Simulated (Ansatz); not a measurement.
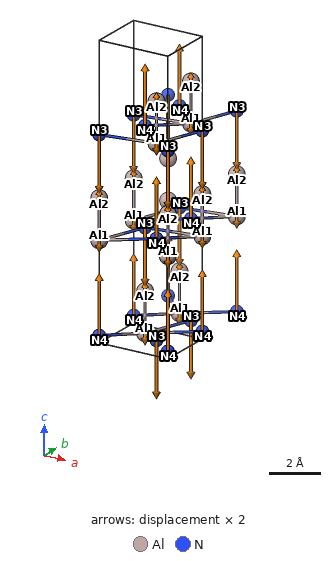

This is a relaxation of a crystal of AlN (a generated structure, set up in R3m) (coarse preliminary run). The starting structure is drawn; orange arrows show the displacements (the part carried along by the change of the cell is left out), magnified 2 times.

A ball-and-stick model of the conventional cell (3 times the calculation's cell), repeated 1 × 2 × 1 with one cell outlined, seen slightly off an axis. Lengths and directions refer to the drawn axes.

Method: DFT PBE, scalar-relativistic, plane waves, PAW (Ansatz). (plane-wave cutoff 420 eV; k-point mesh 6 × 6 × 6; occupations gaussian; smearing width 0.1 eV; no spin polarisation; cell and atoms relaxed; force threshold 0.04 eV/Å; at most 70 steps)

Atoms of which element are displaced furthest, and by how much?

Nitrogen: up to 1.27 Å, against 0.26 Å for aluminium.

What happened in the run?

The atom that moves furthest relative to the cell is N4 (1.27 Å along +c). Largest moves by element: N 1.27 Å, Al 0.26 Å. The drawn cell changes as follows: a = b 4.164 → 3.028 Å (−27.3 %), c 12.246 → 15.509 Å (+26.6 %); the volume changes by −33.0 %. Near-neighbour distances that change, for instance: Al1–Al2 1.702 → 2.606 Å, Al2–N4 2.820 → 1.920 Å, Al2–N3 2.575 → 1.867 Å, Al1–N3 2.412 → 1.882 Å. New bonds form: Al2–N3 (2.58 → 1.87 Å), Al2–N4 (2.82 → 1.92 Å). Bond angles that change, for instance: Al2–Al1–N3 85.4° → 111.7°, Al1–N3–Al1 119.4° → 107.1°, N3–Al1–N3 119.4° → 107.1°. The space group stays R3m (No. 160). Over 14 accepted moves (16 points after the start) the energy falls by 4160 meV per atom. Largest force component: 22 eV/Å at the start, 0.0041 eV/Å at the end. The pressure goes from 11.74 to 0.06 GPa. The SCF was repeated twice at an unchanged geometry on a basis and grid sized afresh for the cell, which shifted the energy by 22.1 meV per atom at most.
